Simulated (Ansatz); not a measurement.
**Geometry relaxation, with input and output: B₂₄N₂₅ (part 1 of 4)**

The run: geometry relaxation of B₂₄N₂₅ (defect cell, 49 atoms in the cell). Method and program: DFT PBE, scalar-relativistic, plane waves, PAW, spin-polarised (Ansatz 0.2.0).

The structure derives from a Materials Project entry. It belongs to a series of runs on one base structure; here: N interstitial, charge +0, atoms relaxed at the host's cell.

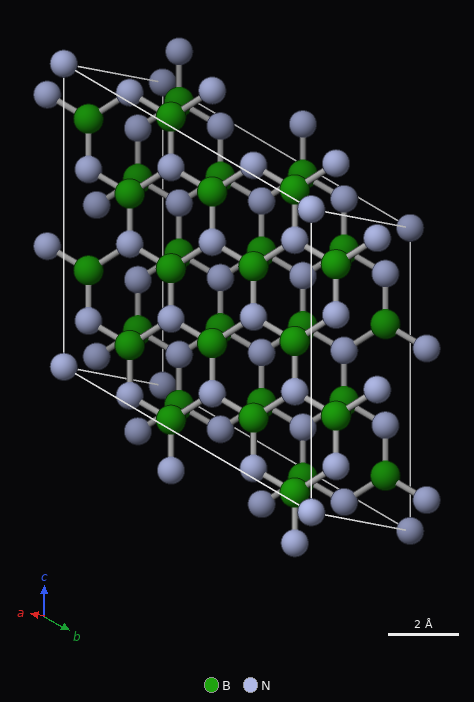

**Figure 1.** The starting structure (ball-and-stick view of the cell of the calculation, seen at an oblique angle; bonded neighbours outside the cell are drawn too).

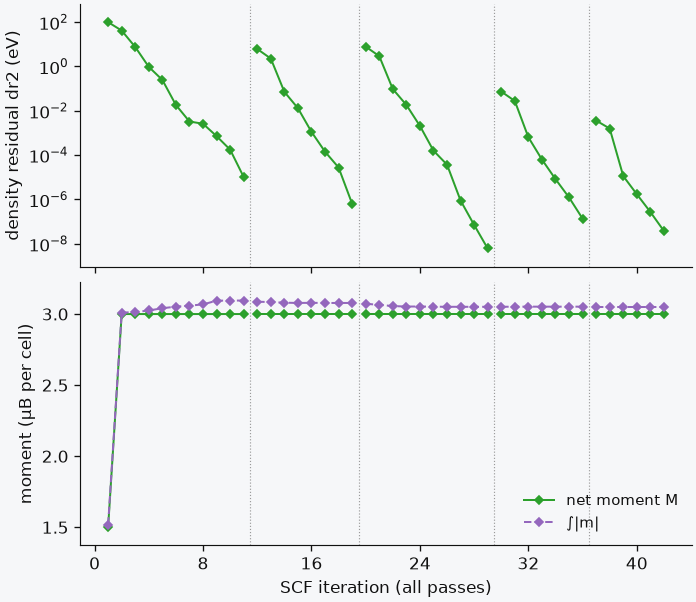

**Figure 2.** Convergence of the self-consistent field: density residual dr2 and magnetic moment against the SCF iteration. The dotted lines part the SCF passes of the relaxation: geometry steps, rejected trials and re-solves on a re-selected basis. The 5 passes take 6 to 11 iterations each, 42 in all. The net moment goes from 1.5 to 3.0 μB per cell.

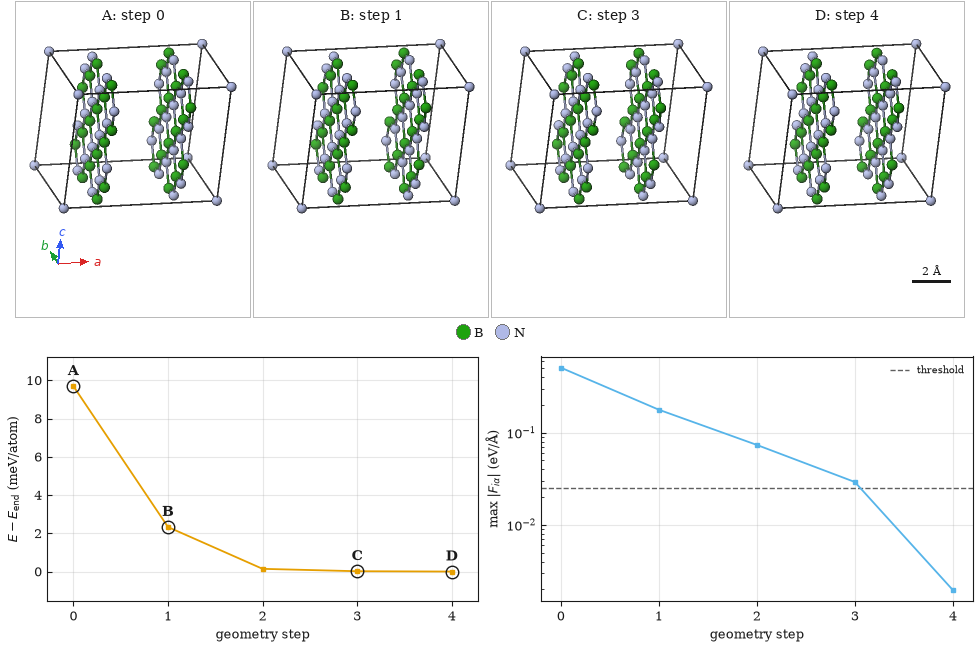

**Figure 3.** Frames of the relaxation (ball-and-stick view of the cell of the calculation, seen slightly off an axis) above the curves, on which the letters mark them (the first geometry is step 0 here and step 1 in the log).

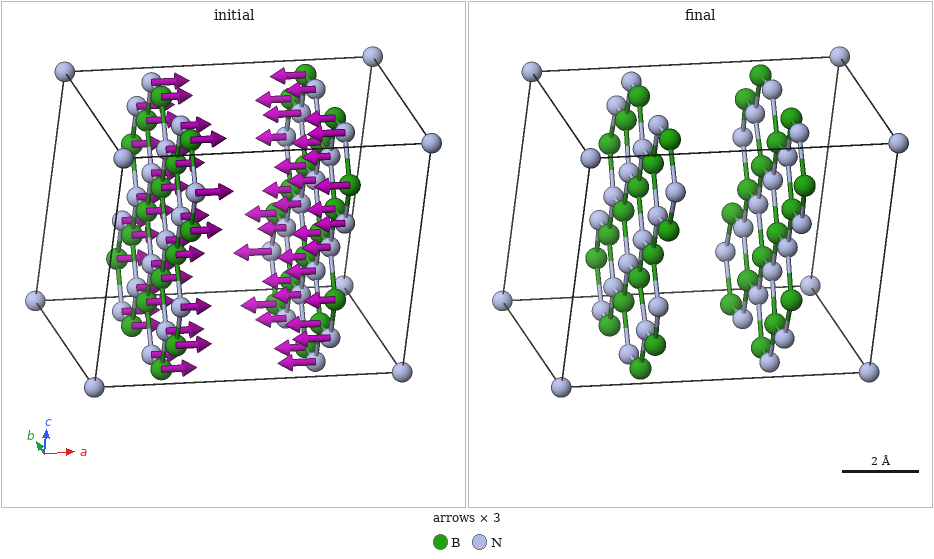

**Figure 4.** Before (left) and after (right) the relaxation, at one scale (ball-and-stick view of the cell of the calculation, seen slightly off an axis). The pink arrows give the displacements, magnified 3 times. The largest moves, 0.35 Å, are those of N25, N34, N35, N37, N47 and N48. By element the largest moves are N 0.35 Å, B 0.33 Å. The lattice vectors keep their values. The energy falls by 9.7 meV per atom in 4 geometry steps. The largest force component goes from 0.51 to 0.002 eV/Å. (Atoms are counted from 1 in the order of the input.)

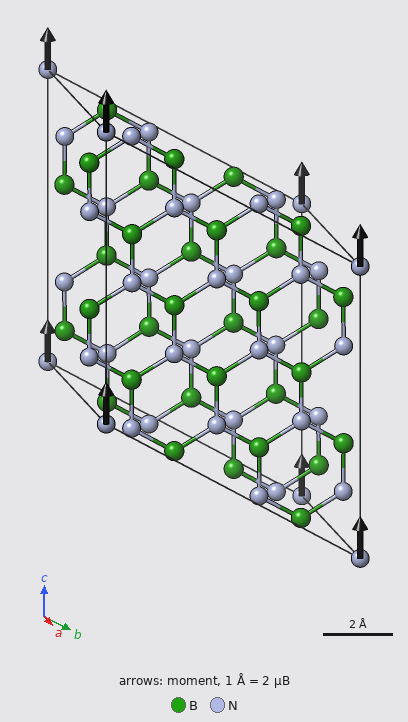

**Figure 5.** Magnetic moments of the sites as black arrows (ball-and-stick view of the cell of the calculation, seen slightly off an axis); small moments hardly show. The run is collinear, so the axis drawn is arbitrary. Site moments: N49 (2.54 μB). They are counted near the atoms and needn't add up to the moment of the cell. Atoms are counted from 1 in the order of the input.

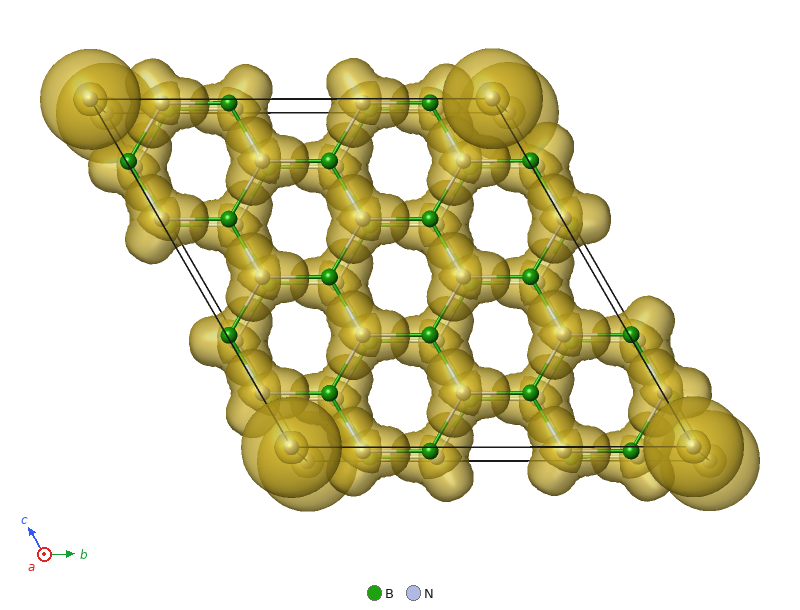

**Figure 6.** Isosurface of the ELF at 0.7 (yellow), seen at an oblique angle. Only the valence region is drawn (cores and ρ < 0.01 e/Å³ removed). Sticks mark near contacts. The outline is the calculation cell. The fields are those of the smooth PAW valence density.

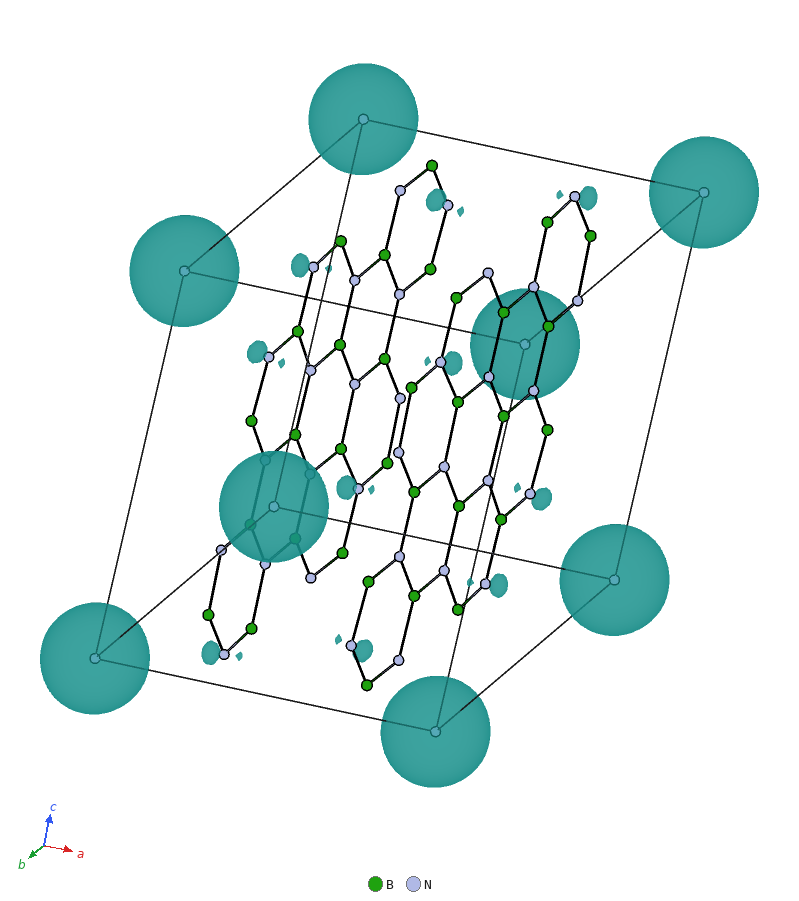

**Figure 7.** Isosurfaces of the spin density at +0.05 (teal) and −0.05 e/Å³ (pink), seen at an oblique angle. Sticks mark near contacts. The outline is the calculation cell. The spin density sits on N: +2.5 μB in one cell of 49 atoms: a single local moment. The cell of the calculation (49 atoms) carries 3.0 μB net. Only one sign reaches the isovalue.

These pictures come from the run below.

Input:
```yaml
crystal:
  lattice:
    - [0.0, 0.0, 8.3431560662]
    - [7.5365434625, -4.3512253968, 0.0]
    - [0.0, 8.7024507937, 0.0]
  atoms:
    - { symbol: B, position: [0.25, 0.0, 0.1666666667], spin: 0.077 }
    - { symbol: B, position: [0.25, 0.5, 0.1666666667] }
    - { symbol: B, position: [0.25, 0.3333333333, 0.3333333333] }
    - { symbol: B, position: [0.25, 0.1666666667, 0.5] }
    - { symbol: B, position: [0.25, 0.0, 0.6666666667] }
    - { symbol: B, position: [0.25, 0.8333333333, 0.3333333333] }
    - { symbol: B, position: [0.25, 0.6666666667, 0.5] }
    - { symbol: B, position: [0.25, 0.5, 0.6666666667] }
    - { symbol: B, position: [0.25, 0.3333333333, 0.8333333333] }
    - { symbol: B, position: [0.25, 0.1666666667, 0.0], spin: 0.077 }
    - { symbol: B, position: [0.25, 0.8333333333, 0.8333333333], spin: 0.077 }
    - { symbol: B, position: [0.25, 0.6666666667, 0.0] }
    - { symbol: B, position: [0.75, 0.1666666667, 0.1666666667], spin: 0.077 }
    - { symbol: B, position: [0.75, 0.6666666667, 0.1666666667] }
    - { symbol: B, position: [0.75, 0.5, 0.3333333333] }
    - { symbol: B, position: [0.75, 0.3333333333, 0.5] }
    - { symbol: B, position: [0.75, 0.1666666667, 0.6666666667] }
    - { symbol: B, position: [0.75, 0.0, 0.3333333333] }
    - { symbol: B, position: [0.75, 0.8333333333, 0.5] }
    - { symbol: B, position: [0.75, 0.6666666667, 0.6666666667] }
    - { symbol: B, position: [0.75, 0.5, 0.8333333333] }
    - { symbol: B, position: [0.75, 0.3333333333, 0.0] }
    - { symbol: B, position: [0.75, 0.0, 0.8333333333], spin: 0.077 }
    - { symbol: B, position: [0.75, 0.8333333333, 1.0], spin: 0.077 }
    - { symbol: "N", position: [0.75, 0.0, 0.1666666667], spin: 0.077 }
    - { symbol: "N", position: [0.75, 0.5, 0.1666666667] }
    - { symbol: "N", position: [0.75, 0.3333333333, 0.3333333333] }
    - { symbol: "N", position: [0.75, 0.1666666667, 0.5] }
    - { symbol: "N", position: [0.75, 0.0, 0.6666666667] }
    - { symbol: "N", position: [0.75, 0.8333333333, 0.3333333333] }
    - { symbol: "N", position: [0.75, 0.6666666667, 0.5] }
    - { symbol: "N", position: [0.75, 0.5, 0.6666666667] }
    - { symbol: "N", position: [0.75, 0.3333333333, 0.8333333333] }
    - { symbol: "N", position: [0.75, 0.1666666667, 0.0], spin: 0.077 }
    - { symbol: "N", position: [0.75, 0.8333333333, 0.8333333333], spin: 0.077 }
    - { symbol: "N", position: [0.75, 0.6666666667, 0.0] }
    - { symbol: "N", position: [0.25, 0.1666666667, 0.1666666667], spin: 0.077 }
    - { symbol: "N", position: [0.25, 0.6666666667, 0.1666666667] }
    - { symbol: "N", position: [0.25, 0.5, 0.3333333333] }
    - { symbol: "N", position: [0.25, 0.3333333333, 0.5] }
    - { symbol: "N", position: [0.25, 0.1666666667, 0.6666666667] }
    - { symbol: "N", position: [0.25, 0.0, 0.3333333333] }
    - { symbol: "N", position: [0.25, 0.8333333333, 0.5] }
    - { symbol: "N", position: [0.25, 0.6666666667, 0.6666666667] }
    - { symbol: "N", position: [0.25, 0.5, 0.8333333333] }
    - { symbol: "N", position: [0.25, 0.3333333333, 0.0] }
    - { symbol: "N", position: [0.25, 0.0, 0.8333333333], spin: 0.077 }
    - { symbol: "N", position: [0.25, 0.8333333333, 1.0], spin: 0.077 }
    - { symbol: "N", position: [0.0, 0.0, 0.0], spin: 0.077 }
  host:
    lattice:
      - [2.5121811542, 0.0, 0.0]
      - [-1.2560905771, 2.1756126984, 0.0]
      - [0.0, 0.0, 8.3431560662]
    atoms:
      - { symbol: B, position: [0.3333333333, 0.6666666667, 0.25] }
      - { symbol: B, position: [0.6666666667, 0.3333333333, 0.75] }
      - { symbol: "N", position: [0.3333333333, 0.6666666667, 0.75] }
      - { symbol: "N", position: [0.6666666667, 0.3333333333, 0.25] }
basis:
  ecutwfc: 420
  xc_grid: 2
kpoints:
  mp_grid: { grid: [2, 2, 2], shift: [0.0, 0.0, 0.0] }
hamiltonian:
  xc: pbe
scf:
  occupations: { method: gaussian, width: 0.01 }
output:
  forces: true
  stress: false
  eigenvalues: true
  populations: true
  charged_corrections:
    defect_position: [0.0, 0.0, 0.0]
    epsilon: [[5.4678, 0.0, 0.0], [0.0, 5.4678, 0.0], [0.0, 0.0, 2.1413]]
  write_density: true
  write_potential: true
  elf: true
  volumetric_format: npy
magnetization:
  spin_polarized: true
relax:
  adjacent_minimum: "off"
  f_tol: 0.025
  max_steps: 45
```

Launch command:
```bash
ansatz run input.yaml --threads 4 --pin off --max-ram 6144MiB --backend cpu --events-out ev --progress --plain --runs-dir out
```

The program's output:
```
Engine: ansatz 0.2.0, aarch64-unknown-linux-gnu
Pseudopotentials: kind: paw
Pseudopotential: B, paw, valence charge 3, recommended cutoff 420 eV (normal), B.paw.azcp
Pseudopotential: N, paw, valence charge 5, recommended cutoff 420 eV (normal), N.paw.azcp
Functional definition: PBE
  parameter kappa = 0.804
  parameter beta = 0.06672455060314922
  exchange = pbe_x(kappa = kappa, mu = beta*pi^2/3)
  correlation = pbe_c(beta = beta)
Crystal: 49 atoms, lattice volume = 547.198 Å³
Basis set: ecut = 420 eV, 10701 PW (Γ), exchange–correlation on 120×120×120 points (8 copies of the dense FFT grid, shifted against one another)
Bands: 149, of which v1, the nominal top of the filled ones, is band 99 counted from 1 (98 counted from 0)
Symmetry: 12 space group operations
Space group: P-31m (ITA 162), of the structure as read, at distance tolerance 8.2e-5 Å
Magnetic group: BNS 162.73 (UNI 1303), of the structure as read, at distance tolerance 8.2e-5 Å
k-points: 4 of 8
Non-local potential: B, projectors of the file, l = 0: 2, l = 1: 2, l = 2: 1
Non-local potential: N, projectors of the file, l = 0: 2, l = 1: 2, l = 2: 1
PAW form: soft (Blöchl's): semilocal exchange-correlation on the pseudo side does not see the compensation charge
PAW one-centre angular grid: B, 110 points (default); XC on 64 Gauss nodes
PAW one-centre angular grid: N, 110 points (default); XC on 64 Gauss nodes
Starting moments: Σ|m| = 1.001 μB on 13 of 49 sites
Initial wavefunctions: pseudopotential atomic-orbital guess
Functional: x = pbe(κ = 0.804, μ = 0.2195149727645171), c = pbe(β = 0.06672455060314922)
```
